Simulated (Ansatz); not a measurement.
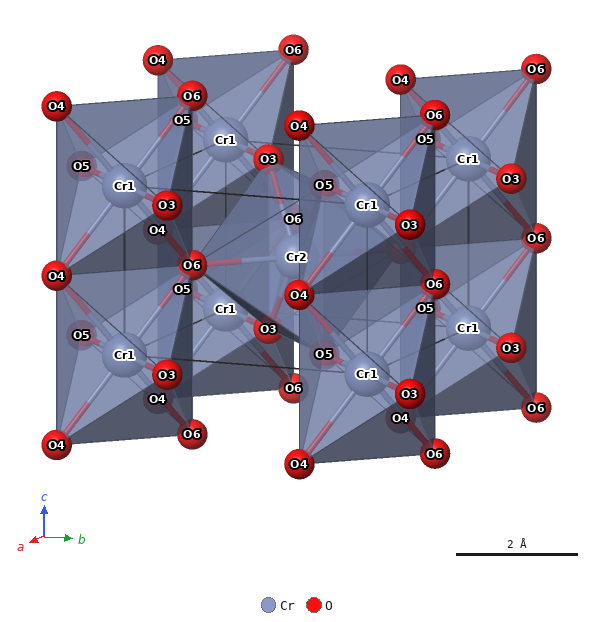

Figure 1. The structure as given in the input (polyhedral view of the cell of the calculation, seen slightly off an axis; polyhedra are completed across the faces of the cell; atoms are numbered from 1 in the order of the input).

## What a change does: geometry relaxation on CrO2

System: CrO2 (P4₂/mnm, 6 atoms in the cell).
Method of run 1: DFT, LDA, PAW with Ansatz's default frozen-core files, scalar-relativistic; relaxation of cell and atoms, spin-polarised (Ansatz 0.2.0).

The structure derives from an entry of the Crystallography Open Database. Text and figures count atoms from 1; the logs count them from 0 in places.

Input file, run 1:
```yaml
crystal:
  lattice:
    - [4.35406139901, 0.0, 0.0]
    - [0.0, 4.35406139901, 0.0]
    - [0.0, 0.0, 2.85422115764]
  atoms:
    - { symbol: Cr, position: [0.0, 0.0, 0.0], spin: 1.6 }
    - { symbol: Cr, position: [0.5, 0.5, 0.5], spin: 1.6 }
    - { symbol: O, position: [0.302950977434, 0.302950977434, 0.0] }
    - { symbol: O, position: [0.197049022566, 0.802950977434, 0.5] }
    - { symbol: O, position: [0.697049022566, 0.697049022566, 0.0] }
    - { symbol: O, position: [0.802950977434, 0.197049022566, 0.5] }
magnetization:
  spin_polarized: true
kpoints:
  mp_grid: { grid: [8, 8, 10] }
scf:
  occupations: { method: fermi_dirac, width: 0.08 }
hamiltonian:
  xc: lda
  pseudopotentials: { kind: paw }
relax:
  f_tol: 0.002
  max_steps: 80
  cell: { p_target: 20 }
output:
  forces: true
  stress: true
```

Launched with:
```bash
ansatz run input.yaml --threads 2 --pin off --max-ram 10240MiB --backend cpu --events-out ev --progress --plain --runs-dir out
```

Hardware: 2 threads of Intel Xeon (Granite Rapids), 192 GiB of memory available, shared host.

Output, shortened to warnings, some set-up lines, iterations and results (run 1):
```
Basis set: ecut = 420 eV, 1049 PW (Γ)
Symmetry: 16 space group operations
k-points: 90 of 640
Initial density: superposition of atomic densities (chi_scale 0.1, normalization cell, long waves kept (reshape's long-wave potential 0.00 eV rms))
[...]
SCF iter   1: F=—  HF=-8870.458537 eV  |F-HF|=—  |Δ(HF+E_count)|=         —  Δρ=5.63e-2 (↑4.10e-2 ↓5.63e-2)  dr2=3.00e0  dr2_m=3.90e-1  M=3.356 μB ∫|m|=3.359 μB  β_m=0.30  …
SCF iter   2: F=—  HF=-8869.319224 eV  |F-HF|=—  |Δ(HF+E_count)|=    1.14e0  Δρ=3.72e-2 (↑2.88e-2 ↓3.72e-2)  dr2=7.88e-1  dr2_m=2.88e-1  M=3.455 μB ∫|m|=3.462 μB  β_m=0.51  …
SCF iter   3: F=—  HF=-8868.720258 eV  |F-HF|=—  |Δ(HF+E_count)|=   5.99e-1  Δρ=1.66e-2 (↑1.49e-2 ↓1.66e-2)  dr2=6.89e-2  dr2_m=9.34e-2  M=3.687 μB ∫|m|=3.713 μB  β_m=0.71  …
SCF iter   4: F=—  HF=-8868.785058 eV  |F-HF|=—  |Δ(HF+E_count)|=         —  Δρ=1.27e-2 (↑1.27e-2 ↓8.98e-3)  dr2=1.47e-2  dr2_m=5.72e-2  M=3.989 μB ∫|m|=4.181 μB  β_m=0.71  …
SCF iter   5: F=—  HF=-8868.772658 eV  |F-HF|=—  |Δ(HF+E_count)|=   1.24e-2  Δρ=4.49e-3 (↑3.00e-3 ↓4.49e-3)  dr2=3.16e-3  dr2_m=6.40e-3  M=3.990 μB ∫|m|=4.215 μB  β_m=0.86  …
[... 71 lines ...]
SCF iter   5: F=—  HF=-8868.580237 eV  |F-HF|=—  |Δ(HF+E_count)|=  6.98e-10  Δρ=4.97e-7 (↑4.97e-7 ↓1.70e-7)  dr2=7.44e-11  dr2_m=2.60e-11  M=3.957 μB ∫|m|=4.093 μB  β_m=0.81  …
SCF iter   6: F=—  HF=-8868.580237 eV  |F-HF|=—  |Δ(HF+E_count)|=  1.82e-12  Δρ=7.33e-8 (↑7.33e-8 ↓6.96e-8)  dr2=5.03e-12  dr2_m=1.23e-12  M=3.957 μB ∫|m|=4.093 μB  β_m=0.90  …
SCF iter   7: F=-8868.580237 eV  HF=-8868.580237 eV  |F-HF|=9.09e-12  |Δ(HF+E_count)|=  5.46e-12  Δρ=7.24e-8 (↑7.24e-8 ↓6.70e-8)  dr2=8.66e-12  dr2_m=1.16e-14  M=3.957 μB …
SCF 8 converged in 7 iterations: F = -8868.580237 eV  dr2 = 8.66e-12
relax step   8: F+E_penalty+E_count = -8868.58023743 eV  Δ(F+E_penalty+E_count) = +7.894e-4 eV  max|allowed force component| = 1.089e-4 eV/Å  Δτ_max = 0.0000 Å  P = +19.980 …
basis re-selected at this cell: Δ(F+E_penalty+E_count) = +7.894e-4 eV, ΔP = -0.018 GPa vs the last step (what re-selecting the basis moved, of the pressure what is left beyond the Pulay correction that the steps carried, after the strain that the cell walked since its last selection, with what the …
SCF converged after 7 iterations
Magnetization: 3.9566 μB (27.9783 up, 24.0217 down)
Absolute magnetization: 4.0942 μB (∫|ρ↑−ρ↓|, with the PAW one-centre terms)
Spin contamination: 0.0502 ħ² per cell (⟨S²⟩ above its minimum at these occupations)
Per-site moments (μB) at R_I (Å): [(1.5648126290379862, 0.7491886824085401), (1.5648126290379862, 0.7491886824085402), (-0.00473966532072819, 0.7491886824085401), (-0.004739665320728213, 0.7491886824085402), (-0.004739665320728149, 0.7491886824085403), (-0.004739665320728086, 0.7491886824085402)]
Free energy (F): -8868.580237 eV
Harris-Foulkes:  -8868.580237 eV  (|F-HF|=9.09e-12)
Internal energy: -8868.537961 eV  (E = F + TS)
E sigma→0 (E₀):  -8868.559099 eV
Entropy (-TS):   -0.042277 eV (-7.046 meV/atom)
Fermi energy:    12.813302 eV
--- Per-component energies (eV) ---
  E_band       = -422.622196
  E_kinetic    = 1387.867829
  E_local      = -4175.171816  (includes V_loc(G=0)·N_el)
  E_nonlocal   = 365.485075
  E_hartree    = 1674.526305
  E_xc         = -568.274431
  E_vxc        = -729.964557  (∫ρ·V_xc dr)
  E_paw        = -2867.474815  (= ΣΔE_a)
  E_vpaw       = -619.901797  (= ΣTr[D̂ρ^β])
  E_aug_tail   = 0.010559  (compensation charges beyond the density's cutoff)
  E_ewald      = -4686.624603
  E_core_change = 1.117935  (= ΣΔE_core)
  E_smearing   = -0.042277  (= −TS)
  E_closure    = 0.000000  (closes the sum)
  Σ components = -8868.580237   (vs F -8868.580237, Δ=0.00e0)
--- Forces (eV/Å), atoms counted from 1 ---
  atom   1  Cr     0.00000000     0.00000000     0.00000000
  atom   2  Cr     0.00000000     0.00000000     0.00000000
  atom   3  O     -0.00010886    -0.00010886     0.00000000
  atom   4  O      0.00010886    -0.00010886     0.00000000
  atom   5  O      0.00010886     0.00010886     0.00000000
  atom   6  O     -0.00010886     0.00010886     0.00000000
  max |Σ_I F_I| component: 1.73e-18 eV/Å
--- Stress (GPa, compression-positive) ---
       19.974503       0.000000       0.000000
        0.000000      19.974503       0.000000
[...]
```

The input of run 2 differs as follows (lines with − go, lines with + come):
```diff
-  xc: lda
+  xc: revpbe
+accuracy: low
```

What does this change do to the results?

The total energies belong to different methods, so their difference says nothing on which is more stable or more accurate. The volume per atom goes from 8.48 to 9.07 Å³. The functional changes from LDA to revPBE. The SCF takes 59 iterations over all geometry steps against 65.

Output, shortened to warnings, some set-up lines, iterations and results (run 2):
```
Basis set: ecut = 420 eV, 1049 PW (Γ), exchange–correlation on 60×60×40 points (8 copies of the dense FFT grid, shifted against one another)
Symmetry: 16 space group operations
k-points: 90 of 640
Initial density: superposition of atomic densities (chi_scale 0.1, normalization cell, long waves kept (reshape's long-wave potential 0.00 eV rms))
[...]
SCF iter   1: F=—  HF=-9038.929809 eV  |F-HF|=—  |Δ(HF+E_count)|=         —  Δρ=6.30e-2 (↑4.50e-2 ↓6.30e-2)  dr2=3.77e0  dr2_m=5.24e-1  M=3.517 μB ∫|m|=3.528 μB  β_m=0.30  …
SCF iter   2: F=—  HF=-9038.064179 eV  |F-HF|=—  |Δ(HF+E_count)|=   8.66e-1  Δρ=4.25e-2 (↑3.42e-2 ↓4.25e-2)  dr2=1.03e0  dr2_m=4.32e-1  M=3.679 μB ∫|m|=3.699 μB  β_m=0.53  …
SCF iter   3: F=—  HF=-9037.809403 eV  |F-HF|=—  |Δ(HF+E_count)|=   2.55e-1  Δρ=2.00e-2 (↑1.77e-2 ↓2.00e-2)  dr2=1.01e-1  dr2_m=1.38e-1  M=3.969 μB ∫|m|=4.060 μB  β_m=0.73  …
SCF iter   4: F=—  HF=-9037.932534 eV  |F-HF|=—  |Δ(HF+E_count)|=         —  Δρ=7.16e-3 (↑7.16e-3 ↓3.64e-3)  dr2=2.37e-2  dr2_m=1.10e-2  M=4.000 μB ∫|m|=4.404 μB  β_m=0.73  …
SCF iter   5: F=—  HF=-9037.933708 eV  |F-HF|=—  |Δ(HF+E_count)|=   1.17e-3  Δρ=3.41e-3 (↑1.72e-3 ↓3.41e-3)  dr2=4.71e-3  dr2_m=2.14e-3  M=4.000 μB ∫|m|=4.444 μB  β_m=0.78  …
[... 65 lines ...]
SCF iter   3: F=—  HF=-9037.988401 eV  |F-HF|=—  |Δ(HF+E_count)|=   1.33e-9  Δρ=6.44e-7 (↑6.44e-7 ↓5.42e-7)  dr2=4.74e-10  dr2_m=9.96e-12  M=4.000 μB ∫|m|=4.537 μB  β_m=0.73  …
SCF iter   4: F=—  HF=-9037.988401 eV  |F-HF|=—  |Δ(HF+E_count)|=  7.68e-10  Δρ=1.97e-7 (↑1.93e-7 ↓1.97e-7)  dr2=3.43e-11  dr2_m=3.89e-12  M=4.000 μB ∫|m|=4.537 μB  β_m=0.87  …
SCF iter   5: F=-9037.988401 eV  HF=-9037.988401 eV  |F-HF|=5.46e-12  |Δ(HF+E_count)|=  2.36e-11  Δρ=9.24e-8 (↑9.24e-8 ↓8.54e-8)  dr2=1.23e-11  dr2_m=2.34e-14  M=4.000 μB …
SCF 8 converged in 5 iterations: F = -9037.988401 eV  dr2 = 1.23e-11
relax step   8: F+E_penalty+E_count = -9037.98840087 eV  Δ(F+E_penalty+E_count) = -7.362e-5 eV  max|allowed force component| = 2.531e-4 eV/Å  Δτ_max = 0.0000 Å  P = +20.004 …
basis re-selected at this cell: Δ(F+E_penalty+E_count) = -7.362e-5 eV, ΔP = +0.000 GPa vs the last step (what re-selecting the basis moved, of the pressure what is left beyond the Pulay correction that the steps carried, after the strain that the cell walked since its last selection, with what the …
SCF converged after 5 iterations
Magnetization: 4.0000 μB (28.0000 up, 24.0000 down)
Absolute magnetization: 4.5369 μB (∫|ρ↑−ρ↓|, with the PAW one-centre terms)
Spin contamination: 0.0996 ħ² per cell (⟨S²⟩ above its minimum at these occupations)
Per-site moments (μB) at R_I (Å): [(1.6930967579272584, 0.7664114672967088), (1.6930967579272587, 0.7664114672967094), (-0.05423502340299446, 0.766411467296709), (-0.05423502340299425, 0.7664114672967094), (-0.05423502340299433, 0.7664114672967088), (-0.05423502340299408, 0.7664114672967094)]
Free energy (F): -9037.988401 eV
Harris-Foulkes:  -9037.988401 eV  (|F-HF|=5.46e-12)
Internal energy: -9037.957511 eV  (E = F + TS)
E sigma→0 (E₀):  -9037.972956 eV
Entropy (-TS):   -0.030890 eV (-5.148 meV/atom)
Fermi energy:    11.782611 eV
--- Per-component energies (eV) ---
  E_band       = -463.741011
  E_kinetic    = 1385.436581
  E_local      = -4311.109309  (includes V_loc(G=0)·N_el)
  E_nonlocal   = 343.058875
  E_hartree    = 1730.739844
  E_xc         = -575.084598
  E_vxc        = -732.579866  (∫ρ·V_xc dr)
  E_paw        = -3028.483865  (= ΣΔE_a)
  E_vpaw       = -610.037738  (= ΣTr[D̂ρ^β])
  E_aug_tail   = 0.010711  (compensation charges beyond the density's cutoff)
  E_ewald      = -4582.391009
  E_core_change = -0.134743  (= ΣΔE_core)
  E_smearing   = -0.030890  (= −TS)
  E_closure    = 0.000000  (closes the sum)
  Σ components = -9037.988401   (vs F -9037.988401, Δ=0.00e0)
--- Forces (eV/Å), atoms counted from 1 ---
  atom   1  Cr    -0.00000000    -0.00000000     0.00000000
  atom   2  Cr     0.00000000    -0.00000000     0.00000000
  atom   3  O     -0.00025311    -0.00025311     0.00000000
  atom   4  O      0.00025311    -0.00025311     0.00000000
  atom   5  O      0.00025311     0.00025311     0.00000000
  atom   6  O     -0.00025311     0.00025311     0.00000000
  max |Σ_I F_I| component: 1.73e-18 eV/Å
--- Stress (GPa, compression-positive) ---
       19.999201      -0.000000       0.000000
       -0.000000      19.999201       0.000000
[...]
```

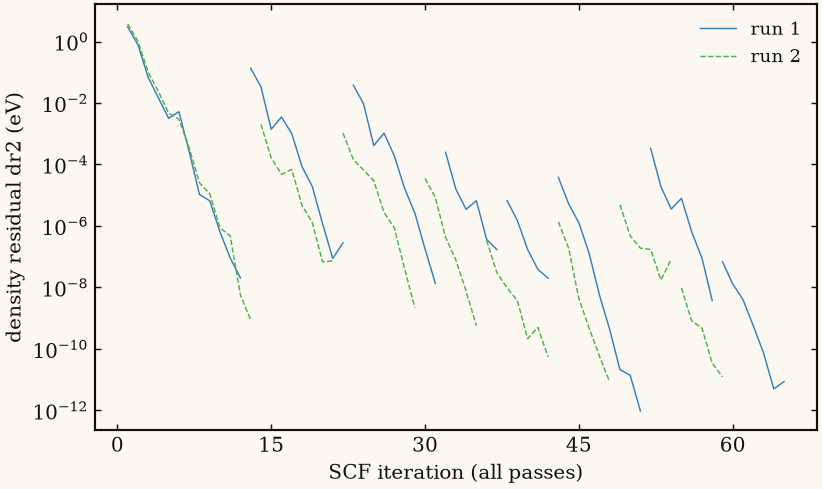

Figure 2. Convergence of the two runs: density residual dr2 against the SCF iteration. A break in a curve parts two SCF passes. Run 1 takes 65 iterations in all, and run 2 takes 59.

The two runs side by side:

| quantity | run 1 | run 2 |
| --- | --- | --- |
| outcome | converged | converged |
| free energy per atom (eV) | −1478.0967 | −1506.3314 |
| energy per atom, smearing taken to zero (eV) | −1478.0932 | −1506.3288 |
| net moment of the cell (μB) | 3.96 | 4.00 |
| absolute moment of the cell (μB) | 4.09 | 4.54 |
| pressure (GPa) | 19.98 | 20.00 |
| volume per atom (Å³) | 8.48 | 9.07 |
| largest force (eV/Å) | 0.000 | 0.000 |
| SCF iterations | 65 | 59 |
| irreducible k-points | 90 | 90 |
| wall time (shared host) | 39 s | 38 s |

For run 1: The cell was relaxed to the target pressure of the input; what is minimised is then the enthalpy E + pV. For run 2: These settings are looser than, or depart from, a standard set-up, so the numbers are not reference values for this system. The input asks for low accuracy.
